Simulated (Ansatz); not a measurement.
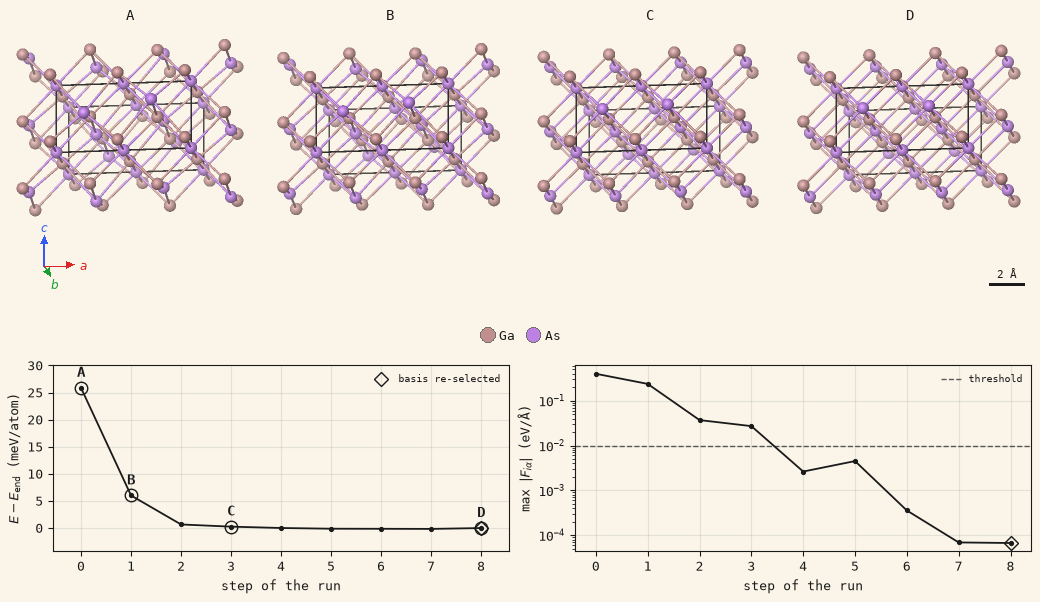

Frames of a relaxation of solid GaAs (a generated structure, set up in Pmma), marked on the history of the run. A ball-and-stick model of the cell of the calculation, seen from a free direction.

These are results of DFT PBE, scalar-relativistic, plane waves, PAW in Ansatz 0.2.0, not measurements.

Input file:
```yaml
crystal:
  lattice:
    - [7.8117732413, 0.0, 0.0]
    - [0.0, 5.2312263989, 0.0]
    - [0.0, 0.0, 3.9621406111]
  atoms:
    - { symbol: Ga, position: [0.75, 0.0, 0.4796572424] }
    - { symbol: Ga, position: [0.0, 0.5, 0.0] }
    - { symbol: Ga, position: [0.25, 0.0, 0.5203427576] }
    - { symbol: Ga, position: [0.5, 0.5, 0.0] }
    - { symbol: As, position: [0.75, 0.5, 0.5856488087] }
    - { symbol: As, position: [0.0, 0.0, 0.0] }
    - { symbol: As, position: [0.25, 0.5, 0.4143511913] }
    - { symbol: As, position: [0.5, 0.0, 0.0] }
basis:
  ecutwfc: 420
kpoints:
  mp_grid: { grid: [6, 8, 10] }
hamiltonian:
  xc: pbe
scf:
  occupations: { method: gaussian, width: 0.1 }
output:
  forces: true
  stress: true
  eigenvalues: true
relax:
  adjacent_minimum: "off"
  f_tol: 0.01
  max_steps: 80
  cell: { stress_tol: 0.05 }
```

Launched with:
```bash
ansatz run input.yaml --threads 1 --pin off --max-ram 2560MiB --backend cpu --events-out ev --progress --plain --runs-dir out
```

Question: Describe the path.

Answer: The largest moves relative to the cell, 0.32 Å, are those of As5 and As7. As5 goes along −c. By element the largest moves are As 0.32 Å, Ga 0.08 Å. Cell: a 7.812 → 7.657 Å (−2.0 %), b 5.231 → 5.403 Å (+3.3 %), c 3.962 → 3.791 Å (−4.3 %). Volume −3.1 %. Near-neighbour distances that change, for instance: Ga2–As5 3.033 → 2.694 Å, Ga1–As6 2.840 → 2.694 Å, Ga2–As5 (another image) 2.551 → 2.694 Å, Ga2–As6 2.616 → 2.702 Å. Among the angles between lasting bonds that change: As5–Ga1–As5 161.8° → 180.0°, Ga1–As5–Ga1 161.8° → 180.0°, Ga2–As5–Ga4 99.9° → 90.6°. The space group (tolerance 0.01 Å) goes from Pmma (No. 51) to Immm (No. 71). Over 7 accepted moves (8 points after the start) the energy falls by 25.9 meV per atom. Largest force component: 0.4 eV/Å at the start, under 0.0001 eV/Å at the end. Pressure: −0.54 GPa at the start and 0.00 GPa at the end. At 1 point the geometry stayed and the basis and grid were re-selected for the new cell (energy shift of 0.2 meV per atom at most each time). Cost: 16 min on 1 thread of Intel(R) Xeon(R) Processor @ 2.70GHz (shared host), peak memory 1.1 GiB. From step 0 to 1: As atoms move most (0.14 Å), volume −4.2 %, energy −19.9 meV per atom. From step 1 to 3: As atoms move most (0.12 Å), volume +0.9 %, energy −5.8 meV per atom. From step 3 to 8: As atoms move most (0.07 Å), volume +0.2 %, energy −0.3 meV per atom.

| step | E − E(0), meV/atom | largest force component, eV/Å | pressure, GPa | volume, Å³/atom | note |
| --- | --- | --- | --- | --- | --- |
| 0 | 0.00 | 0.3976 | -0.54 | 20.239 |  |
| 1 | -19.86 | 0.2365 | 1.29 | 19.391 |  |
| 2 | -25.20 | 0.0369 | -0.39 | 19.748 |  |
| 3 | -25.61 | 0.0271 | 0.19 | 19.568 |  |
| 4 | -25.86 | 0.0026 | 0.01 | 19.605 |  |
| 5 | -25.99 | 0.0045 | 0.03 | 19.599 |  |
| 6 | -26.00 | 0.0004 | -0.06 | 19.622 |  |
| 7 | -26.03 | 0.0001 | 0.00 | 19.606 |  |
| 8 | -25.87 | 0.0001 | 0.00 | 19.606 | same geometry, new basis |
